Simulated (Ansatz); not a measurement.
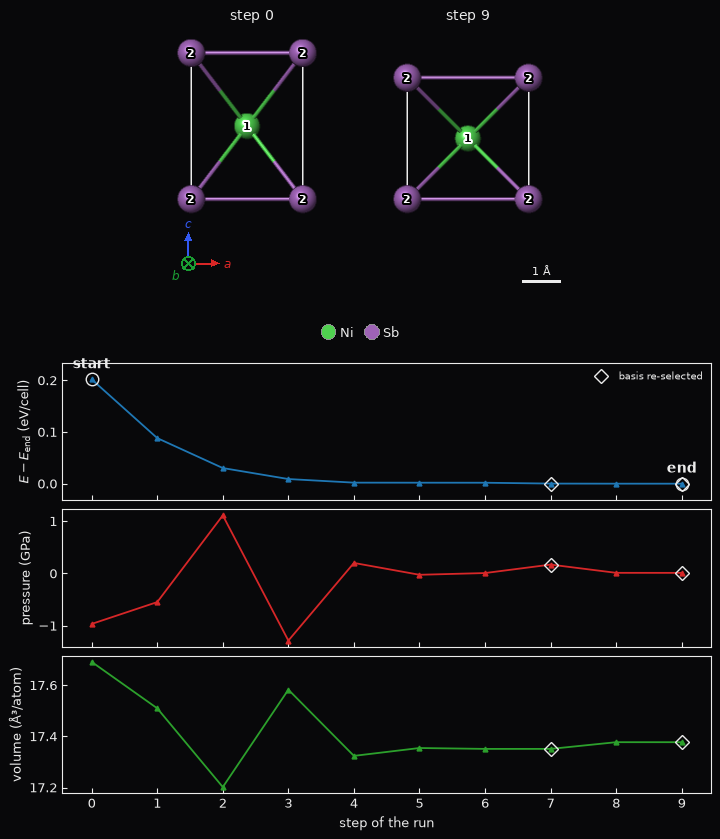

First and last geometry of a relaxation of crystalline NiSb (built on the CuAu (L1_0)_123 type), with the history of the run. The picture is a ball-and-stick view of the cell of the calculation, seen along the b axis.

Case: CuAu (L1_0) type (P4/mmm, No. 123).

All numbers below come from DFT PBE, scalar-relativistic, plane waves, PAW (Ansatz). (plane-wave cutoff 420 eV; k-point mesh 18 × 18 × 14; occupations gaussian; smearing width 0.1 eV; no spin polarisation; cell and atoms relaxed; force threshold 0.01 eV/Å; at most 80 steps)

> What do the curves and the structures tell?

It converged. The energy falls by 0.202 eV per cell of the calculation in 7 accepted moves (9 points after the start). All forces vanish by symmetry, so only the cell relaxes. The pressure goes from −0.96 to 0.01 GPa. The SCF was repeated twice at an unchanged geometry on a basis and grid sized afresh for the cell, which shifted the energy by 1.7 meV per cell of the calculation at most. The atoms keep their places relative to the cell (all moves are under 0.005 Å). The volume changes by −1.8 %, with a = b 3.000 → 3.262 Å (+8.8 %), c 3.932 → 3.266 Å (−16.9 %). Among the contacts that change: Sb2–Sb2 3.000 → 3.262 Å, Ni1–Ni1 3.000 → 3.262 Å, Ni1–Sb2 2.892 → 2.826 Å. The space group (tolerance 0.01 Å) goes from P4/mmm (No. 123) to Pm-3m (No. 221).

| step | E − E(0), meV/atom | pressure, GPa | volume, Å³/atom | note |
| --- | --- | --- | --- | --- |
| 0 | 0.00 | -0.96 | 17.691 |  |
| 1 | -56.86 | -0.55 | 17.510 |  |
| 2 | -85.85 | 1.11 | 17.202 |  |
| 3 | -96.49 | -1.28 | 17.583 |  |
| 4 | -99.98 | 0.20 | 17.324 |  |
| 5 | -100.03 | -0.02 | 17.354 |  |
| 6 | -100.06 | 0.01 | 17.351 |  |
| 7 | -100.89 | 0.17 | 17.351 | same geometry, new basis |
| 8 | -100.98 | 0.01 | 17.377 |  |
| 9 | -100.99 | 0.01 | 17.377 | same geometry, new basis |
